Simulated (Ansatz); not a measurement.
# BAs (slab): what the fields show

```xyz
10
Lattice="3.4004 0.0000 0.0000 0.0000 3.4004 0.0000 0.0000 0.0000 25.8199" Properties=species:S:1:pos:R:3 pbc="T T T"
As    0.0000    1.7002    7.4999
B     1.7002    1.7002    8.7023
As    1.7002    0.0000    9.9045
B     0.0000    0.0000   11.1067
As    0.0000    1.7002   12.3088
B     1.7002    1.7002   13.5110
As    1.7002    0.0000   14.7132
B     0.0000    0.0000   15.9154
As    0.0000    1.7002   17.1175
B     1.7002    1.7002   18.3200
```

Not relaxed (largest force 1.4 eV/Å).

Theory: DFT PBE, scalar-relativistic, plane waves, PAW (Ansatz 0.2.0).

The density is the valence pseudo-density of a PAW calculation; it isn't the true density close to the nuclei.

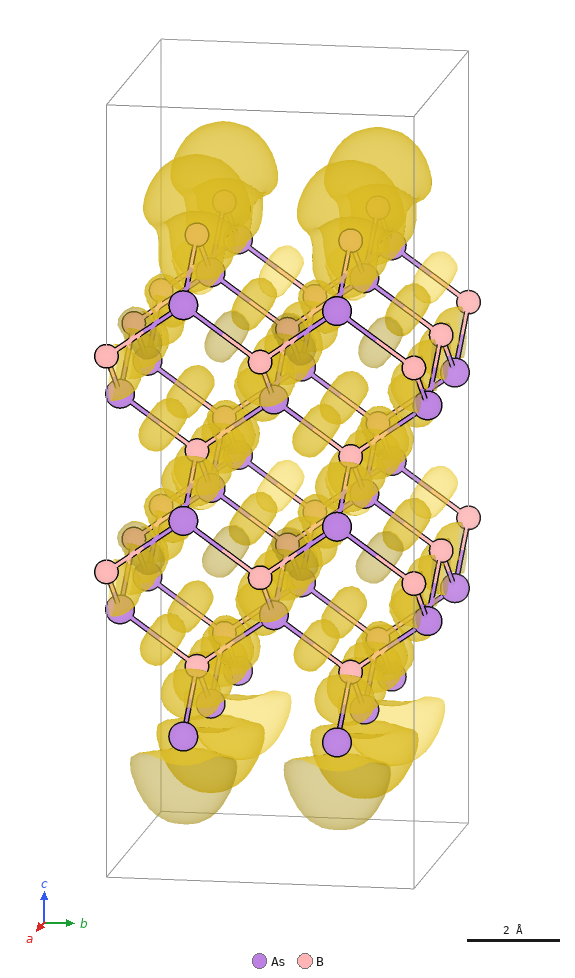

Figure 1. Isosurface of the ELF at 0.7 (yellow), seen slightly off an axis. Only the valence region is drawn (cores and ρ < 0.01 e/Å³ removed). Sticks mark near contacts.

Where are the electrons localised?

Answer. At this value the surface marks out 16 regions between bonded As–B atoms, one region on B in which the atom's valence shell and bonds are merged and one lobe on As, pointing away from the bonds (lone pairs), counted in one cell of 10 atoms. Counts are for one cell; the picture repeats the cell along the surface. Along the contacts the grid gives the following. B–As (2.08 Å): the ELF peaks at about 0.90 between the atoms.

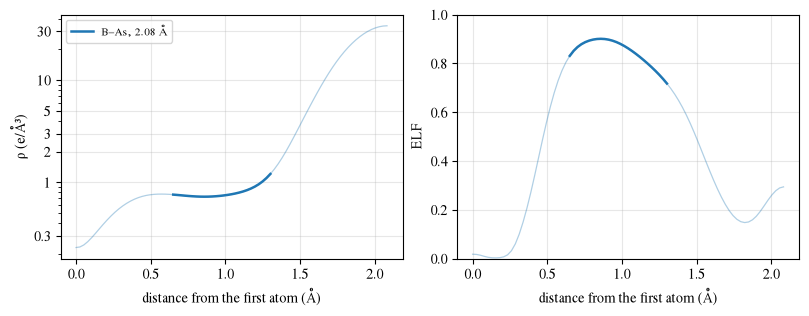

Figure 2. Valence electron density and electron localisation function along straight lines between neighbouring atoms. Thin, pale parts lie inside the atomic spheres.

What can be read from the curves?

Answer. B–As (2.08 Å): the density is about 0.77 e/Å³ at the midpoint; the ELF peaks at about 0.90 between the atoms.

Does the calculation make it a metal, or give it a gap?

Answer. It is metallic or semimetallic at this level of theory: no gap opens.
